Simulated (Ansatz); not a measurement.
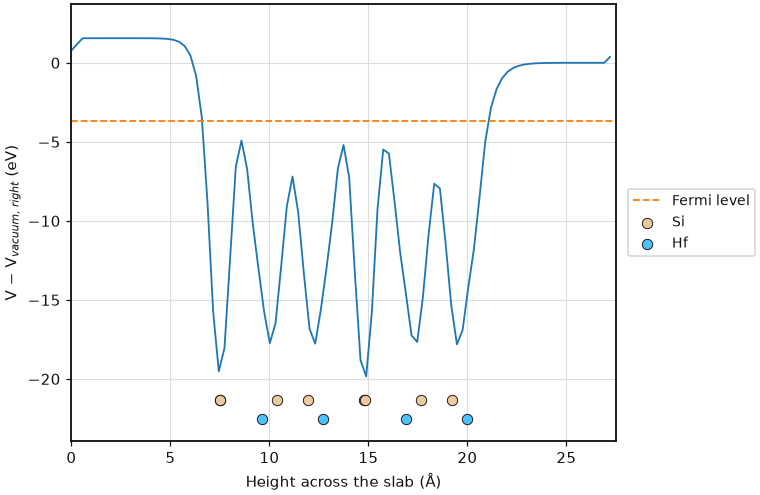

Plane-averaged electrostatic potential energy of an electron across the slab; circles at the bottom mark the heights of the atoms.

Calculation on a (010) slab cut from HfSi$_{2}$ (Cmcm), unrelaxed, ended by Hf above and Si below, 12 atoms in the cell.

Computed with Ansatz 0.2.0: DFT PBE, scalar-relativistic, plane waves, PAW, no spin polarisation, 10×10×1 k mesh, 420 eV cutoff, Gaussian smearing of 0.1 eV.

What is the work function?

Answer. The work function is 3.67 eV at the right face and 5.22 eV at the left.

Do the two faces differ, and what does that say about the slab's dipole?

Answer. The vacuum level is 1.55 eV higher at the left than at the right, so the slab carries a dipole along its normal; the ramp in the vacuum, at or near the edge of the plot, is the dipole correction that keeps each side flat.

How thick are slab and vacuum?

Answer. The outermost atoms are 12.5 Å apart, which leaves 15.0 Å of vacuum in a cell 27.5 Å high.

The atoms aren't at rest in this cell (largest force 1.3 eV/Å), so the relaxed material can differ. Spin-orbit coupling is left out, which matters for Hf.
